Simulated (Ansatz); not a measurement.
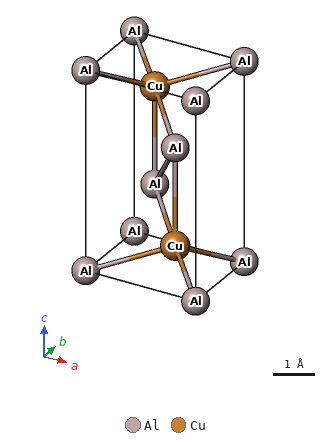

*The starting structure (ball-and-stick view of the cell of the calculation, seen slightly off an axis).*

Geometry relaxation, with input and output: Al3Cu2 (part 1 of 2)

System: Al3Cu2 (P-3m1, 5 atoms in the cell).
Method: DFT PBEsol, scalar-relativistic, plane waves, PAW, no spin polarisation (Ansatz 0.2.0).

The structure derives from a Materials Project entry. It belongs to a series of runs on one base structure; here: biaxial strain in the a-b plane, c and atoms relaxed: -3.0 %.

## Log
```
Engine: ansatz 0.2.0, aarch64-unknown-linux-gnu
Pseudopotentials: kind: paw
Pseudopotential: Al, paw, valence charge 3, recommended cutoff 420 eV (normal), Al.paw.azcp
Pseudopotential: Cu, paw, valence charge 19, recommended cutoff 420 eV (normal), Cu.paw.azcp
Functional definition: PBEsol
  exchange = pbesol_x
  correlation = pbesol_c
Crystal: 5 atoms, lattice volume = 69.423 Å³
Basis set: ecut = 420 eV, 1397 PW (Γ), exchange–correlation on 54×54×72 points (8 copies of the dense FFT grid, shifted against one another)
Bands: 29, of which v1, the nominal top of the filled ones, is band 24 counted from 1 (23 counted from 0)
Symmetry: 12 space group operations
Space group: P-3m1 (ITA 164), of the structure as read, at distance tolerance 4.1e-5 Å
k-points: 131 of 1152
Non-local potential: Al, projectors of the file, l = 0: 2, l = 1: 2, l = 2: 1
Non-local potential: Cu, projectors of the file, l = 0: 3, l = 1: 2, l = 2: 3, l = 3: 1
PAW form: soft (Blöchl's): semilocal exchange-correlation on the pseudo side does not see the compensation charge
PAW frozen core: Al, regenerated for the run's functional, and the local potential with it (the file was generated under x = pbe(κ = 0.804, μ = 0.2195149727645171), c = pbe(β = 0.06672455060314922))
PAW frozen core: Cu, regenerated for the run's functional, and the local potential with it (the file was generated under x = pbe(κ = 0.804, μ = 0.2195149727645171), c = pbe(β = 0.06672455060314922))
PAW one-centre angular grid: Al, 110 points (default); XC on 64 Gauss nodes
PAW one-centre angular grid: Cu, 590 points (default); XC on 64 Gauss nodes
Initial density: superposition of atomic densities (neutral atoms: chi_scale 0, normalization atom), corrected by the library's trained network
Initial wavefunctions: pseudopotential atomic-orbital guess
Functional: x = pbesol(κ = 0.804, μ = 0.12345679012345678), c = pbesol(β = 0.046)
SCF iter   1: F=—  HF=-14751.938137 eV  |F-HF|=—  |Δ(HF+E_count)|=         —  Δρ=1.25e-2  dr2=6.58e-2  ethr=1.77e-3  ⟨swp⟩=6.3  Hψ=16981  notcnv=0
preconditioner: auto → Kerker (q_TF=auto, 2.557 Å⁻¹)  [metal: Δε(μ)=0.007 eV  Ē_g=7.789 eV  σ=0.100 eV  W_gap=0.04  n_scr=22 (ndim 8)  ℏωp=24.8 eV  f_vac=0.000  D(μ)=1.46/eV (n_scr^D=8)]
SCF iter   2: F=—  HF=-14751.926428 eV  |F-HF|=—  |Δ(HF+E_count)|=   1.17e-2  Δρ=1.63e-3  dr2=2.61e-3  ethr=1.40e-4  ⟨swp⟩=2.0  Hψ=6995  notcnv=0  defer=127
SCF iter   3: F=—  HF=-14751.925487 eV  |F-HF|=—  |Δ(HF+E_count)|=   9.41e-4  Δρ=1.64e-3  dr2=2.40e-3  ethr=5.55e-6  ⟨swp⟩=2.0  Hψ=5089  notcnv=0  defer=127
SCF iter   4: F=—  HF=-14751.925067 eV  |F-HF|=—  |Δ(HF+E_count)|=   4.20e-4  Δρ=7.47e-4  dr2=6.09e-4  ethr=5.12e-6  ⟨swp⟩=1.0  Hψ=3667  notcnv=0  defer=127
SCF iter   5: F=—  HF=-14751.924952 eV  |F-HF|=—  |Δ(HF+E_count)|=   1.15e-4  Δρ=2.06e-4  dr2=5.14e-5  ethr=1.30e-6  ⟨swp⟩=1.7  Hψ=3784  notcnv=0  defer=127
SCF iter   6: F=—  HF=-14751.924879 eV  |F-HF|=—  |Δ(HF+E_count)|=   7.28e-5  Δρ=4.53e-5  dr2=2.86e-6  ethr=1.09e-7  ⟨swp⟩=2.5  Hψ=5467  notcnv=0  defer=128
SCF iter   7: F=-14751.924878 eV  HF=-14751.924878 eV  |F-HF|=5.54e-8  |Δ(HF+E_count)|=   7.06e-7  Δρ=1.00e-5  dr2=6.72e-8  ethr=2.13e-10  ⟨swp⟩=6.8  Hψ=18871  notcnv=0
SCF 1 converged in 7 iterations: F = -14751.924878 eV  dr2 = 6.72e-8
  greatest PAW one-centre occupation: 1.000 electrons in one spin orbital (limit 2), on the Cu atom at site 4 (counted from 0), in its partial waves of l = 0
relax step   1: F+E_penalty+E_count = -14751.92487803 eV  Δ(F+E_penalty+E_count) = +0.000e0 eV  max|allowed force component| = 5.820e-2 eV/Å  Δτ_max = 0.0000 Å  P = +5.708 GPa  Ω = 69.423 Å³  fix = [a, b, gamma]  reactions: a +8.765, b +8.765 GPa  (7 SCF iters, dr2 threshold 1.00e-7 eV, accepted)
Crystal: 5 atoms, lattice volume = 69.363 Å³
Initial density: handed on by an earlier stage of this run
Initial wavefunctions: those handed on with the density
iter 1 solved again at ethr=3.62e-7 eV; its pass at ethr=3.10e-3 eV (dr2=1.70e-4 eV) is discarded
SCF iter   1: F=—  HF=-14751.925366 eV  |F-HF|=—  |Δ(HF+E_count)|=         —  Δρ=5.89e-4  dr2=1.78e-4  ethr=3.62e-7  ⟨swp⟩=3.0  Hψ=18120  notcnv=0
preconditioner: auto → Kerker (q_TF=auto, 2.557 Å⁻¹)  [metal: Δε(μ)=0.017 eV  Ē_g=7.863 eV  σ=0.100 eV  W_gap=0.09  n_scr=22 (ndim 8)  ℏωp=24.8 eV  f_vac=0.000  D(μ)=1.49/eV (n_scr^D=8)]
SCF iter   2: F=—  HF=-14751.925272 eV  |F-HF|=—  |Δ(HF+E_count)|=   9.44e-5  Δρ=2.37e-4  dr2=3.31e-5  ethr=3.62e-7  ⟨swp⟩=2.7  Hψ=5450  notcnv=0
SCF iter   3: F=—  HF=-14751.925261 eV  |F-HF|=—  |Δ(HF+E_count)|=   1.10e-5  Δρ=1.38e-4  dr2=1.51e-5  ethr=7.04e-8  ⟨swp⟩=2.3  Hψ=6082  notcnv=0
SCF iter   4: F=—  HF=-14751.925258 eV  |F-HF|=—  |Δ(HF+E_count)|=   2.91e-6  Δρ=2.83e-5  dr2=1.15e-6  ethr=3.22e-8  ⟨swp⟩=2.3  Hψ=5526  notcnv=0
iter 5 did not close the SCF: its close was put off for the readings that it lacked (scf_convergence_deferred on its scf_iter line)
SCF iter   5: F=-14751.925258 eV  HF=-14751.925258 eV  |F-HF|=9.20e-10  |Δ(HF+E_count)|=   2.49e-7  Δρ=4.10e-6  dr2=1.50e-8  ethr=2.44e-9  ⟨swp⟩=2.1  Hψ=5572  notcnv=0
SCF iter   6: F=-14751.925258 eV  HF=-14751.925258 eV  |F-HF|=3.43e-9  |Δ(HF+E_count)|=   1.44e-8  Δρ=2.05e-6  dr2=4.92e-9  ethr=3.19e-11  ⟨swp⟩=1.8  Hψ=10802  notcnv=0
SCF 2 converged in 6 iterations: F = -14751.925258 eV  dr2 = 4.92e-9
relax step   2: F+E_penalty+E_count = -14751.92525766 eV  Δ(F+E_penalty+E_count) = -3.796e-4 eV  max|allowed force component| = 3.623e-2 eV/Å  Δτ_max = 0.0023 Å  P = +5.815 GPa  Ω = 69.363 Å³  energy of the carried Pulay correction = +2.739e-5 eV  fix = [a, b, gamma]  reactions: a +8.819, b +8.819 GPa  (6 SCF iters, dr2 threshold 4.14e-7 eV, accepted)
Crystal: 5 atoms, lattice volume = 69.310 Å³
iter 1 solved again at ethr=5.79e-7 eV; its pass at ethr=3.10e-3 eV (dr2=2.72e-4 eV) is discarded
SCF iter   1: F=—  HF=-14751.925630 eV  |F-HF|=—  |Δ(HF+E_count)|=         —  Δρ=8.07e-4  dr2=2.81e-4  ethr=5.79e-7  ⟨swp⟩=2.1  Hψ=15751  notcnv=0
preconditioner: auto → Kerker (q_TF=auto, 2.557 Å⁻¹)  [metal: Δε(μ)=0.015 eV  Ē_g=7.871 eV  σ=0.100 eV  W_gap=0.09  n_scr=22 (ndim 8)  ℏωp=24.8 eV  f_vac=0.000  D(μ)=1.47/eV (n_scr^D=8)]
SCF iter   2: F=—  HF=-14751.925557 eV  |F-HF|=—  |Δ(HF+E_count)|=   7.30e-5  Δρ=3.88e-4  dr2=7.01e-5  ethr=5.79e-7  ⟨swp⟩=2.0  Hψ=5393  notcnv=0
SCF iter   3: F=—  HF=-14751.925471 eV  |F-HF|=—  |Δ(HF+E_count)|=   8.66e-5  Δρ=2.08e-4  dr2=2.63e-5  ethr=1.49e-7  ⟨swp⟩=2.1  Hψ=6098  notcnv=0
SCF iter   4: F=—  HF=-14751.925465 eV  |F-HF|=—  |Δ(HF+E_count)|=   5.42e-6  Δρ=3.57e-5  dr2=2.01e-6  ethr=5.60e-8  ⟨swp⟩=2.2  Hψ=5680  notcnv=0
iter 5 did not close the SCF: its close was put off for the readings that it lacked (scf_convergence_deferred on its scf_iter line)
SCF iter   5: F=-14751.925465 eV  HF=-14751.925465 eV  |F-HF|=1.66e-8  |Δ(HF+E_count)|=   4.30e-7  Δρ=5.20e-6  dr2=3.45e-8  ethr=4.27e-9  ⟨swp⟩=2.1  Hψ=5573  notcnv=0
SCF iter   6: F=-14751.925465 eV  HF=-14751.925465 eV  |F-HF|=3.27e-9  |Δ(HF+E_count)|=   7.42e-9  Δρ=2.28e-6  dr2=4.99e-9  ethr=7.34e-11  ⟨swp⟩=2.2  Hψ=13014  notcnv=0
SCF 3 converged in 6 iterations: F = -14751.925465 eV  dr2 = 4.99e-9
relax step   3: F+E_penalty+E_count = -14751.92546498 eV  Δ(F+E_penalty+E_count) = -2.073e-4 eV  max|allowed force component| = 3.223e-3 eV/Å  Δτ_max = 0.0040 Å  P = +5.916 GPa  Ω = 69.310 Å³  energy of the carried Pulay correction = +5.151e-5 eV  fix = [a, b, gamma]  reactions: a +8.858, b +8.858 GPa  (6 SCF iters, dr2 threshold 9.25e-8 eV, accepted)
Crystal: 5 atoms, lattice volume = 69.303 Å³
iter 1 solved again at ethr=1.73e-8 eV; its pass at ethr=3.10e-3 eV (dr2=8.13e-6 eV) is discarded
SCF iter   1: F=—  HF=-14751.925523 eV  |F-HF|=—  |Δ(HF+E_count)|=         —  Δρ=1.11e-4  dr2=8.46e-6  ethr=1.73e-8  ⟨swp⟩=2.0  Hψ=15582  notcnv=0
preconditioner: auto → Kerker (q_TF=auto, 2.557 Å⁻¹)  [metal: Δε(μ)=0.002 eV  Ē_g=7.875 eV  σ=0.100 eV  W_gap=0.01  n_scr=22 (ndim 8)  ℏωp=24.8 eV  f_vac=0.000  D(μ)=1.47/eV (n_scr^D=8)]
SCF iter   2: F=—  HF=-14751.925462 eV  |F-HF|=—  |Δ(HF+E_count)|=   6.13e-5  Δρ=5.65e-5  dr2=2.88e-6  ethr=1.73e-8  ⟨swp⟩=1.1  Hψ=3960  notcnv=0
SCF iter   3: F=—  HF=-14751.925462 eV  |F-HF|=—  |Δ(HF+E_count)|=   4.85e-7  Δρ=3.25e-5  dr2=4.99e-7  ethr=6.13e-9  ⟨swp⟩=2.1  Hψ=5505  notcnv=0
SCF iter   4: F=—  HF=-14751.925462 eV  |F-HF|=—  |Δ(HF+E_count)|=   1.45e-7  Δρ=7.52e-6  dr2=4.18e-8  ethr=1.06e-9  ⟨swp⟩=2.0  Hψ=5602  notcnv=0
iter 5 did not close the SCF: its close was put off for the readings that it lacked (scf_convergence_deferred on its scf_iter line)
SCF iter   5: F=-14751.925462 eV  HF=-14751.925462 eV  |F-HF|=1.66e-9  |Δ(HF+E_count)|=   6.15e-9  Δρ=1.02e-6  dr2=2.44e-9  ethr=8.89e-11  ⟨swp⟩=1.9  Hψ=4624  notcnv=0
SCF iter   6: F=-14751.925462 eV  HF=-14751.925462 eV  |F-HF|=1.89e-10  |Δ(HF+E_count)|=  2.58e-10  Δρ=4.33e-7  dr2=3.07e-10  ethr=5.19e-12  ⟨swp⟩=2.4  Hψ=13013  notcnv=0
SCF 4 converged in 6 iterations: F = -14751.925462 eV  dr2 = 3.07e-10
relax step   4: F+E_penalty+E_count = -14751.92546217 eV  Δ(F+E_penalty+E_count) = +2.809e-6 eV  max|allowed force component| = 8.485e-3 eV/Å  Δτ_max = 0.0012 Å  P = +5.934 GPa  Ω = 69.303 Å³  energy of the carried Pulay correction = +5.475e-5 eV  fix = [a, b, gamma]  (6 SCF iters, dr2 threshold 2.64e-9 eV, rejected (line search))
Crystal: 5 atoms, lattice volume = 69.319 Å³
iter 1 solved again at ethr=1.33e-8 eV; its pass at ethr=3.10e-3 eV (dr2=6.23e-6 eV) is discarded
SCF iter   1: F=—  HF=-14751.925523 eV  |F-HF|=—  |Δ(HF+E_count)|=         —  Δρ=1.09e-4  dr2=6.58e-6  ethr=1.33e-8  ⟨swp⟩=2.1  Hψ=17617  notcnv=0
preconditioner: auto → Kerker (q_TF=auto, 2.557 Å⁻¹)  [metal: Δε(μ)=0.001 eV  Ē_g=7.874 eV  σ=0.100 eV  W_gap=0.01  n_scr=22 (ndim 8)  ℏωp=24.8 eV  f_vac=0.000  D(μ)=1.47/eV (n_scr^D=8)]
SCF iter   2: F=—  HF=-14751.925462 eV  |F-HF|=—  |Δ(HF+E_count)|=   6.13e-5  Δρ=2.31e-5  dr2=7.28e-7  ethr=1.33e-8  ⟨swp⟩=2.1  Hψ=5115  notcnv=0
SCF iter   3: F=—  HF=-14751.925465 eV  |F-HF|=—  |Δ(HF+E_count)|=   2.86e-6  Δρ=1.91e-5  dr2=4.24e-7  ethr=1.55e-9  ⟨swp⟩=2.1  Hψ=5365  notcnv=0
SCF iter   4: F=—  HF=-14751.925465 eV  |F-HF|=—  |Δ(HF+E_count)|=   9.41e-8  Δρ=6.70e-6  dr2=4.48e-8  ethr=9.03e-10  ⟨swp⟩=2.0  Hψ=5473  notcnv=0
SCF iter   5: F=—  HF=-14751.925465 eV  |F-HF|=—  |Δ(HF+E_count)|=   7.49e-9  Δρ=8.12e-7  dr2=1.68e-9  ethr=9.52e-11  ⟨swp⟩=2.1  Hψ=4930  notcnv=0
SCF iter   6: F=—  HF=-14751.925465 eV  |F-HF|=—  |Δ(HF+E_count)|=  1.93e-10  Δρ=3.56e-7  dr2=1.86e-10  ethr=3.58e-12  ⟨swp⟩=2.1  Hψ=5577  notcnv=0
SCF iter   7: F=—  HF=-14751.925465 eV  |F-HF|=—  |Δ(HF+E_count)|=  5.82e-11  Δρ=1.11e-7  dr2=1.63e-11  ethr=1.00e-12  ⟨swp⟩=2.1  Hψ=5639  notcnv=0
SCF iter   8: F=-14751.925465 eV  HF=-14751.925465 eV  |F-HF|=1.82e-12  |Δ(HF+E_count)|=  1.82e-12  Δρ=3.10e-8  dr2=1.22e-12  ethr=1.00e-12  ⟨swp⟩=5.0  Hψ=15090  notcnv=0
SCF 5 converged in 8 iterations: F = -14751.925465 eV  dr2 = 1.22e-12
relax step   5: F+E_penalty+E_count = -14751.92546455 eV  Δ(F+E_penalty+E_count) = +4.289e-7 eV  max|allowed force component| = 4.715e-4 eV/Å  Δτ_max = 0.0005 Å  P = +5.901 GPa  Ω = 69.319 Å³  energy of the carried Pulay correction = +4.705e-5 eV  fix = [a, b, gamma]  reactions: a +8.846, b +8.846 GPa  (8 SCF iters, accepted)
Initial wavefunctions: pseudopotential atomic-orbital guess (no wavefunctions were taken with the density)
iter 1 solved again at ethr=9.88e-8 eV; its pass at ethr=3.10e-3 eV (dr2=4.65e-5 eV) is discarded
SCF iter   1: F=—  HF=-14751.925475 eV  |F-HF|=—  |Δ(HF+E_count)|=         —  Δρ=3.49e-6  dr2=2.70e-9  ethr=9.88e-8  ⟨swp⟩=3.0  Hψ=26613  notcnv=0
eigensolver tolerance schedule: the retry pair's looser diagonalisation over-reported the residual by 17188.04 of it (diagonalisation noise at 1.21 of the residual, at the tolerance the schedule requests for it); recorded, not acted on — ethr = c·dr2/N_el stays at c = 1.0e-1
preconditioner: auto → Kerker (q_TF=auto, 2.557 Å⁻¹)  [metal: Δε(μ)=0.001 eV  Ē_g=7.873 eV  σ=0.100 eV  W_gap=0.01  n_scr=22 (ndim 8)  ℏωp=24.8 eV  f_vac=0.000  D(μ)=1.47/eV (n_scr^D=8)]
SCF iter   2: F=—  HF=-14751.925416 eV  |F-HF|=—  |Δ(HF+E_count)|=   5.90e-5  Δρ=1.67e-6  dr2=9.54e-10  ethr=5.75e-12  ⟨swp⟩=3.0  Hψ=8835  notcnv=0
SCF iter   3: F=—  HF=-14751.925416 eV  |F-HF|=—  |Δ(HF+E_count)|=  5.09e-11  Δρ=1.00e-6  dr2=2.07e-10  ethr=2.03e-12  ⟨swp⟩=2.5  Hψ=5401  notcnv=0
SCF iter   4: F=—  HF=-14751.925416 eV  |F-HF|=—  |Δ(HF+E_count)|=  1.20e-10  Δρ=3.23e-7  dr2=5.78e-11  ethr=1.00e-12  ⟨swp⟩=1.0  Hψ=3799  notcnv=0
iter 5 did not close the SCF: its close was put off for the readings that it lacked (scf_convergence_deferred on its scf_iter line)
SCF iter   5: F=-14751.925416 eV  HF=-14751.925416 eV  |F-HF|=3.64e-12  |Δ(HF+E_count)|=  7.28e-12  Δρ=3.30e-8  dr2=1.05e-12  ethr=1.00e-12  ⟨swp⟩=1.0  Hψ=3799  notcnv=0
iter 6 did not close the SCF: its close was put off for the readings that it lacked (scf_convergence_deferred on its scf_iter line)
SCF iter   6: F=-14751.925416 eV  HF=-14751.925416 eV  |F-HF|=3.64e-12  |Δ(HF+E_count)|=    0.00e0  Δρ=1.69e-8  dr2=1.18e-13  ethr=1.00e-12  ⟨swp⟩=1.0  Hψ=3799  notcnv=0
iter 7 did not close the SCF: its close was put off for the readings that it lacked (scf_convergence_deferred on its scf_iter line)
SCF iter   7: F=-14751.925416 eV  HF=-14751.925416 eV  |F-HF|=3.64e-12  |Δ(HF+E_count)|=  3.64e-12  Δρ=6.08e-9  dr2=2.68e-14  ethr=1.00e-12  ⟨swp⟩=1.0  Hψ=3799  notcnv=0
iter 8 did not close the SCF: its close was put off for the readings that it lacked (scf_convergence_deferred on its scf_iter line)
SCF iter   8: F=-14751.925416 eV  HF=-14751.925416 eV  |F-HF|=3.64e-12  |Δ(HF+E_count)|=  3.64e-12  Δρ=3.96e-9  dr2=9.90e-15  ethr=1.00e-12  ⟨swp⟩=1.0  Hψ=3799  notcnv=0
SCF iter   9: F=-14751.925416 eV  HF=-14751.925416 eV  |F-HF|=1.82e-12  |Δ(HF+E_count)|=  3.64e-12  Δρ=1.72e-9  dr2=1.76e-15  ethr=1.00e-12  ⟨swp⟩=2.0  Hψ=10166  notcnv=0
SCF 6 converged in 9 iterations: F = -14751.925416 eV  dr2 = 1.76e-15
relax step   6: F+E_penalty+E_count = -14751.92541574 eV  Δ(F+E_penalty+E_count) = +4.881e-5 eV  max|allowed force component| = 4.696e-4 eV/Å  Δτ_max = 0.0000 Å  P = +5.900 GPa  Ω = 69.319 Å³  fix = [a, b, gamma]  reactions: a +8.846, b +8.846 GPa  stress off target by 8.94e-3 GPa on what of the cell is left free  SCF on the basis re-selected at this cell (its energy is not comparable with the rows above)  (9 SCF iters)
```
